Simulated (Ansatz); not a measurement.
**A series of single points on VO2**

System: VO2 (6 atoms in the cell).
Method: Kohn-Sham DFT of a periodic cell, PBEsol, Ansatz PAW, spin-polarised (Ansatz 0.2.0).

The 6 runs differ only in the geometry, by an even scaling of the cell at fixed fractional positions. The structure derives from a Materials Project entry.

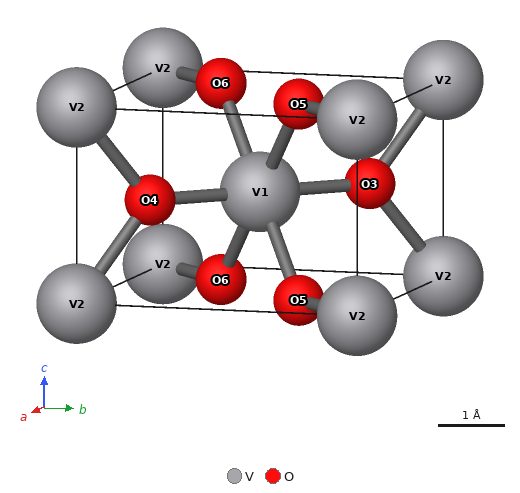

Figure 1. The structure of run 4 (ball-and-stick view of the cell of the calculation, seen slightly off an axis; atoms are numbered from 1 in the order of the input).

### Input of run 4
```yaml
crystal:
  lattice:
    - [4.5072020454, 0.0, 0.0]
    - [0.0, 4.5072020454, 0.0]
    - [0.0, 0.0, 3.04445]
  atoms:
    - { symbol: V, position: [0.5, 0.5, 0.5], spin: 2.0 }
    - { symbol: V, position: [0.0, 0.0, 0.0], spin: 2.0 }
    - { symbol: O, position: [0.200358, 0.799642, 0.5] }
    - { symbol: O, position: [0.799642, 0.200358, 0.5] }
    - { symbol: O, position: [0.700358, 0.700358, 0.0] }
    - { symbol: O, position: [0.299642, 0.299642, 0.0] }
hamiltonian:
  xc: pbesol
  pseudopotentials: { kind: paw }
magnetization:
  spin_polarized: true
kpoints:
  mp_grid: { grid: [6, 6, 9] }
scf:
  occupations: { method: fermi_dirac, width: 0.05 }
output:
  forces: true
  stress: true
  eigenvalues: true
```

Command:
```bash
ansatz run input.yaml --threads 2 --pin off --max-ram 5120MiB --backend cpu --events-out ev --progress --plain --runs-dir out
```

Run 2 differs from it as follows:
```diff
-    - [4.5072020454, 0.0, 0.0]
-    - [0.0, 4.5072020454, 0.0]
-    - [0.0, 0.0, 3.04445]
+    - [4.4462864423, 0.0, 0.0]
+    - [0.0, 4.4462864423, 0.0]
+    - [0.0, 0.0, 3.0033037399]
```

### Results, with one run withheld

| run | volume per atom (Å³) | free energy per atom, from the lowest run given (meV) | pressure (GPa) |
| --- | --- | --- | --- |
| 1 | 9.689 | 0.00 | −2.85 |
| 2 | 9.896 | ? | ? |
| 3 | 10.102 | 20.05 | −12.40 |
| 4 | 10.308 | 38.64 | −16.40 |
| 5 | 10.514 | 62.08 | −19.96 |
| 6 | 10.720 | 89.81 | −23.11 |

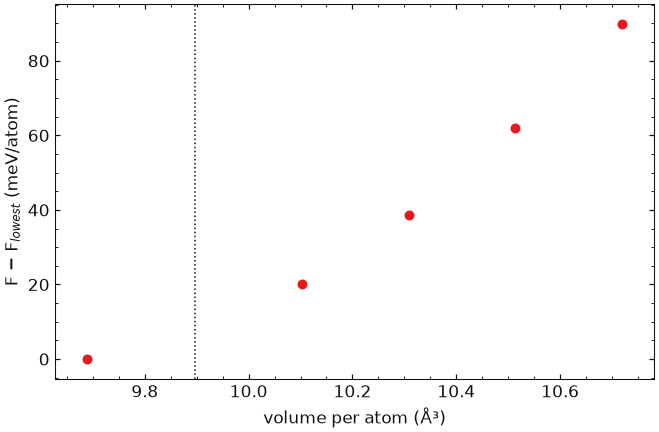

Figure 2. Free energy per atom of the runs given; the dotted line marks run 2.

What should run 2 give?

A cubic polynomial in V^(−2/3) (the Birch–Murnaghan form), fitted to the 5 runs given, misses them by under 0.01 meV per atom. With x = V^(−2/3) − 0.21184 Å⁻², it reads F = 33.489 − 7007.6 x + 3.5173e+05 x² + 5.6415e+05 x³ (meV per atom). At run 2 it gives 6.94 meV per atom, and the run itself gives 6.91. The slope of the fit gives a pressure −dF/dV of −7.89 GPa there, and the run prints −7.90 GPa. The fit has no minimum inside this range.

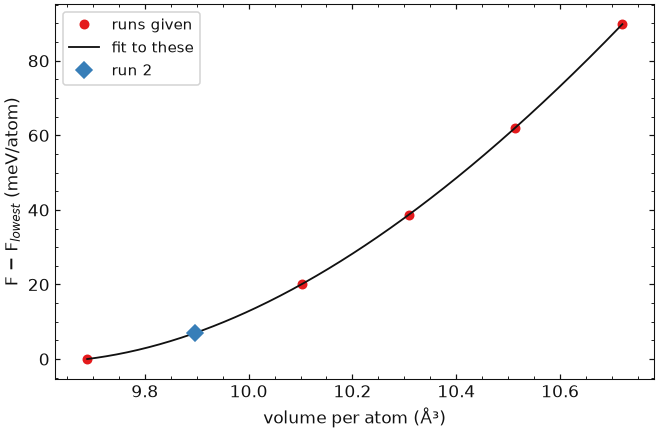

Figure 3. The fit and the withheld run.

### Output, shortened to warnings, some set-up lines, iterations and results (run 2)
```
Basis set: ecut = 420 eV, 1179 PW (Γ), exchange–correlation on 60×60×48 points (8 copies of the dense FFT grid, shifted against one another)
Symmetry: 16 space group operations
k-points: 50 of 324
Initial density: superposition of atomic densities (chi_scale 0.1, normalization cell, long waves kept (reshape's long-wave potential 0.00 eV rms))
[...]
SCF iter   1: F=—  HF=-8018.850681 eV  |F-HF|=—  |Δ(HF+E_count)|=         —  Δρ=4.89e-2 (↑4.47e-2 ↓4.89e-2)  dr2=1.08e0  dr2_m=8.88e-1  M=2.000 μB ∫|m|=2.450 μB  β_m=0.30  …
SCF iter   2: F=—  HF=-8018.160609 eV  |F-HF|=—  |Δ(HF+E_count)|=   6.90e-1  Δρ=3.73e-2 (↑2.87e-2 ↓3.73e-2)  dr2=6.10e-1  dr2_m=4.24e-1  M=2.000 μB ∫|m|=2.477 μB  β_m=0.60  …
SCF iter   3: F=—  HF=-8018.072179 eV  |F-HF|=—  |Δ(HF+E_count)|=   8.84e-2  Δρ=8.57e-3 (↑7.61e-3 ↓8.57e-3)  dr2=1.44e-1  dr2_m=1.14e-2  M=2.000 μB ∫|m|=2.491 μB  β_m=0.66  …
SCF iter   4: F=—  HF=-8018.033014 eV  |F-HF|=—  |Δ(HF+E_count)|=   3.92e-2  Δρ=3.40e-3 (↑3.40e-3 ↓2.96e-3)  dr2=3.40e-2  dr2_m=4.82e-4  M=2.000 μB ∫|m|=2.489 μB  β_m=0.83  …
SCF iter   5: F=—  HF=-8018.034762 eV  |F-HF|=—  |Δ(HF+E_count)|=   1.75e-3  Δρ=1.86e-3 (↑1.86e-3 ↓1.31e-3)  dr2=5.66e-3  dr2_m=8.36e-5  M=2.000 μB ∫|m|=2.469 μB  β_m=0.91  …
SCF iter   6: F=—  HF=-8018.036086 eV  |F-HF|=—  |Δ(HF+E_count)|=   1.32e-3  Δρ=5.87e-4 (↑5.87e-4 ↓3.75e-4)  dr2=5.16e-4  dr2_m=1.02e-5  M=2.000 μB ∫|m|=2.470 μB  β_m=0.88  …
SCF iter   7: F=—  HF=-8018.036200 eV  |F-HF|=—  |Δ(HF+E_count)|=   1.14e-4  Δρ=3.57e-4 (↑3.57e-4 ↓2.75e-4)  dr2=2.43e-4  dr2_m=1.59e-6  M=2.000 μB ∫|m|=2.469 μB  β_m=0.94  …
SCF iter   8: F=—  HF=-8018.036231 eV  |F-HF|=—  |Δ(HF+E_count)|=   3.11e-5  Δρ=5.13e-5 (↑5.13e-5 ↓4.01e-5)  dr2=4.29e-6  dr2_m=7.52e-8  M=2.000 μB ∫|m|=2.468 μB  β_m=0.97  …
SCF iter   9: F=—  HF=-8018.036290 eV  |F-HF|=—  |Δ(HF+E_count)|=   5.88e-5  Δρ=1.74e-5 (↑1.74e-5 ↓1.24e-5)  dr2=4.59e-7  dr2_m=6.65e-9  M=2.000 μB ∫|m|=2.468 μB  β_m=0.98  …
SCF iter  10: F=—  HF=-8018.036290 eV  |F-HF|=—  |Δ(HF+E_count)|=   1.11e-7  Δρ=3.91e-6 (↑3.91e-6 ↓2.38e-6)  dr2=2.41e-8  dr2_m=5.34e-10  M=2.000 μB ∫|m|=2.468 μB  β_m=0.99  …
SCF iter  11: F=-8018.036290 eV  HF=-8018.036290 eV  |F-HF|=5.81e-10  |Δ(HF+E_count)|=   3.45e-9  Δρ=8.79e-7 (↑8.79e-7 ↓4.59e-7)  dr2=9.35e-10  dr2_m=3.29e-11  M=2.000 μB …
SCF 1 converged in 11 iterations: F = -8018.036290 eV  dr2 = 9.35e-10
SCF converged after 11 iterations
Magnetization: 2.0000 μB (26.0000 up, 24.0000 down)
Absolute magnetization: 2.4677 μB (∫|ρ↑−ρ↓|, with the PAW one-centre terms)
Spin contamination: 0.0380 ħ² per cell (⟨S²⟩ above its minimum at these occupations)
Per-site moments (μB) at R_I (Å): [(0.8247098627346037, 0.7772112451842991), (0.8247098627346032, 0.7772112451842991), (-0.05241594450899537, 0.7772112451842991), (-0.05241594450899542, 0.7772112451842991), (-0.052415944508995484, 0.7772112451842991), (-0.05241594450899558, 0.7772112451842992)]
Free energy (F): -8018.036290 eV
Harris-Foulkes:  -8018.036290 eV  (|F-HF|=5.81e-10)
Internal energy: -8017.997989 eV  (E = F + TS)
E sigma→0 (E₀):  -8018.017139 eV
Entropy (-TS):   -0.038301 eV (-6.383 meV/atom)
Fermi energy:    10.784016 eV
--- Per-component energies (eV) ---
  E_band       = -448.065299
  E_kinetic    = 1364.441127
  E_local      = -3514.066584  (includes V_loc(G=0)·N_el)
  E_nonlocal   = 96.243128
  E_hartree    = 1416.168236
  E_xc         = -548.423638
  E_vxc        = -701.163940  (∫ρ·V_xc dr)
  E_paw        = -2775.288622  (= ΣΔE_a)
  E_vpaw       = -525.864788  (= ΣTr[D̂ρ^β])
  E_aug_tail   = 0.010344  (compensation charges beyond the density's cutoff)
  E_ewald      = -4057.522490
  E_core_change = 0.440510  (= ΣΔE_core)
  E_smearing   = -0.038301  (= −TS)
  E_closure    = -0.000000  (closes the sum)
  Σ components = -8018.036290   (vs F -8018.036290, Δ=0.00e0)
--- Forces (eV/Å), atoms counted from 1 ---
  atom   1  V     -0.00000000    -0.00000000    -0.00000000
  atom   2  V      0.00000000    -0.00000000    -0.00000000
  atom   3  O     -0.18930602     0.18930602     0.00000000
  atom   4  O      0.18930602    -0.18930602    -0.00000000
  atom   5  O     -0.18930602    -0.18930602     0.00000000
  atom   6  O      0.18930602     0.18930602    -0.00000000
  max |Σ_I F_I| component: 2.78e-17 eV/Å
--- Stress (GPa, compression-positive) ---
       -1.012249       0.000000       0.000000
        0.000000      -1.012249       0.000000
        0.000000       0.000000     -21.685349
  P = ⅓ Tr σ = -7.9033 GPa (-79.033 kbar)
```
